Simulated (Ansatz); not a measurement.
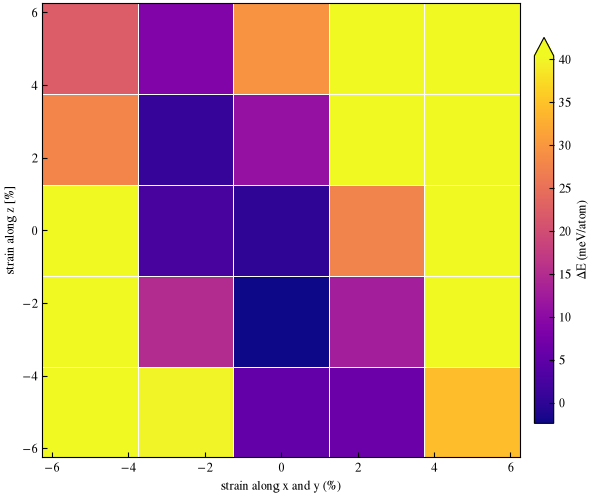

Energy landscape of Ag (Fm-3m, No. 225; 1 atom in the cell). The cell is strained homogeneously, by one strain along x and y and another along z, with fractional coordinates fixed (x, y and z along the cube axes). Coordinates scanned: (1) strain along x and y; (2) strain along z. The grid has 5 × 5 points. Points are written as (first, second). Energies are in meV/atom, from the unstrained cell. The reference cell is the one listed in the database, not relaxed at this level. All numbers below come from Ansatz 0.2.0, DFT PBEsol, scalar-relativistic, plane waves, PAW. Settings: cutoff 420 eV, k-mesh 20×20×20, gaussian smearing 0.15 eV, no spin polarisation.

In the figure: one coloured cell a grid point, one colour for all values above the top of the scale. 

**What does the map say about the system?**

The lowest grid point is at (0.0 %, −2.5 %), −2.4 meV/atom from the unstrained cell. No other kind of well shows on this grid. The highest grid point, (5.0 %, 5.0 %), lies 144 meV/atom above the lowest.

The values on the grid:

| strain along z ↓, strain along x and y → | −5.0 | −2.5 | 0.0 | 2.5 | 5.0 |
| --- | --- | --- | --- | --- | --- |
| 5.0 | 22 | 9 | 30 | 76 | 142 |
| 2.5 | 28 | 1 | 11 | 49 | 107 |
| 0.0 | 45 | 2 | 0 | 27 | 77 |
| −2.5 | 75 | 15 | −2 | 13 | 53 |
| −5.0 | 120 | 40 | 5 | 6 | 34 |
